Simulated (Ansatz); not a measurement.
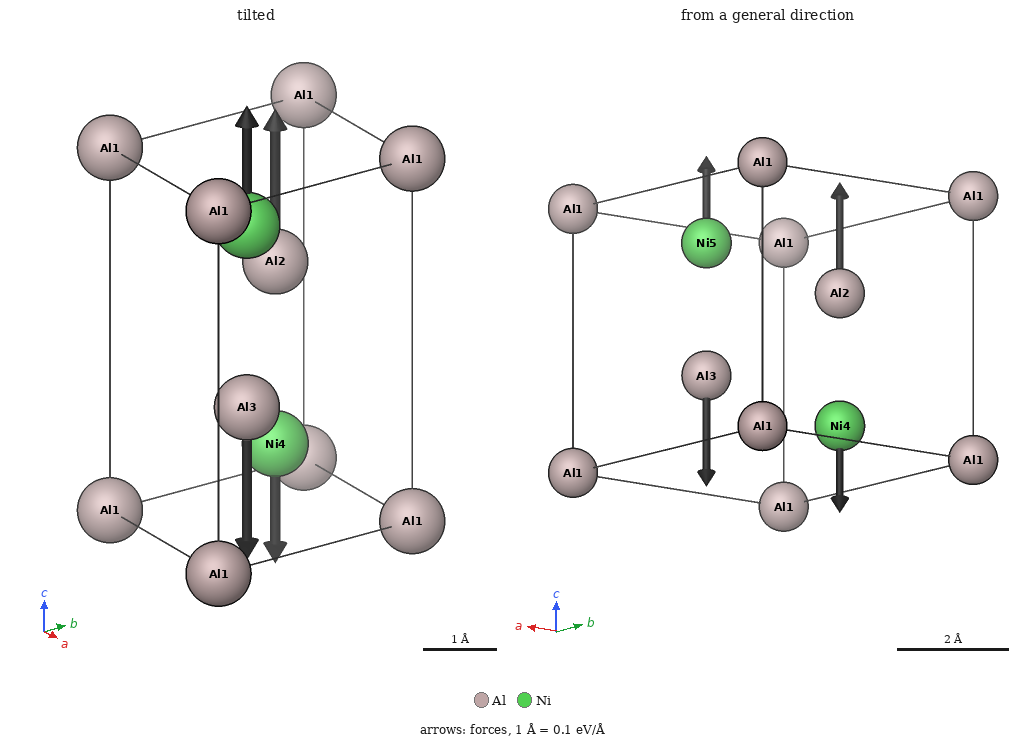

The figure gives a spheres-only picture of the atoms, viewed slightly off an axis and from a general direction. The frame is the simulation cell; atoms at its boundary are shown with their periodic copies. The arrows are the computed forces on the atoms.

System: Al₃Ni₂. Method used: DFT PBEsol, scalar-relativistic, plane waves, PAW in Ansatz 0.2.0. It ran with a kinetic-energy cutoff of 420 eV, a 12×12×10 grid in reciprocal space, Gaussian smearing of 0.15 eV, no spin polarisation (a spin-restricted run, not always the ground state).

> Has this structure been optimised to equilibrium?

No. The atoms still feel forces of up to about 0.17 eV/Å, above a usual threshold of 0.01 to 0.03 eV/Å.

> Which atom is furthest from force balance?

Al2 and Al3, about 0.17 eV/Å.

Source of the structure: a structure listed in the Materials Project. The cell was then strained or its atoms displaced on purpose. A calculation with Ansatz used it as input.
